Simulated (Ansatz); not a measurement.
Structure of Cu:

```cif
data_structure
_symmetry_space_group_name_H-M 'P 1'
_symmetry_Int_Tables_number 1
_cell_length_a 2.8847
_cell_length_b 2.8847
_cell_length_c 2.8847
_cell_angle_alpha 90.000
_cell_angle_beta 90.000
_cell_angle_gamma 90.000
_cell_volume 24.01
loop_
_atom_site_label
_atom_site_type_symbol
_atom_site_fract_x
_atom_site_fract_y
_atom_site_fract_z
_atom_site_occupancy
Cu1 Cu 0.00000 0.00000 0.00000 1
Cu2 Cu 0.50000 0.50000 0.50000 1
```

Basis of the simulation: the input geometry of an electronic-structure calculation (not necessarily at equilibrium); the starting structure was generated, so it need not be a known form of this composition.

Where will the first 5 clear peaks of its neutron PDF lie (peak width σ = 0.10 Å), and from which pairs do they come?

Answer. 1. 2.50 Å: Cu–Cu at 2.50 Å
2. 2.88 Å: Cu–Cu at 2.88 Å
3. 4.08 Å: Cu–Cu at 4.08 Å
4. 4.78 Å: Cu–Cu at 4.78–5.00 Å
5. 5.77 Å: Cu–Cu at 5.77 Å

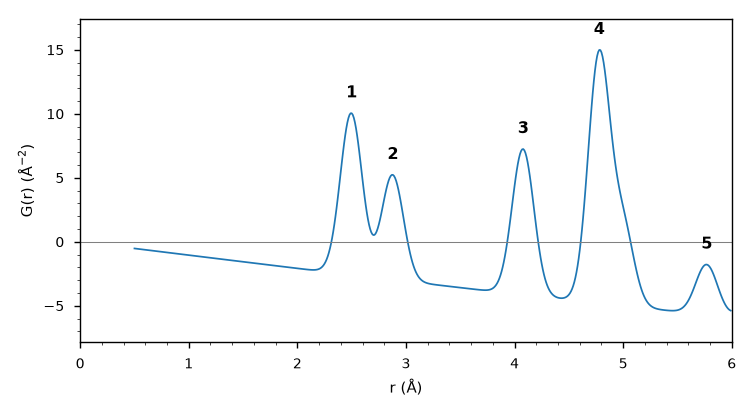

Simulated neutron pair distribution function, G(r) = R(r)/r − 4πρ₀r, summed over the atomic distances of the structure with each pair weighted by the product of the tabulated coherent neutron scattering lengths (natural isotope mix where the element has one); every distance is a Gaussian of σ = 0.10 Å, damped by exp(−(Q_damp r)²/2) with Q_damp = 0.060 Å⁻¹.
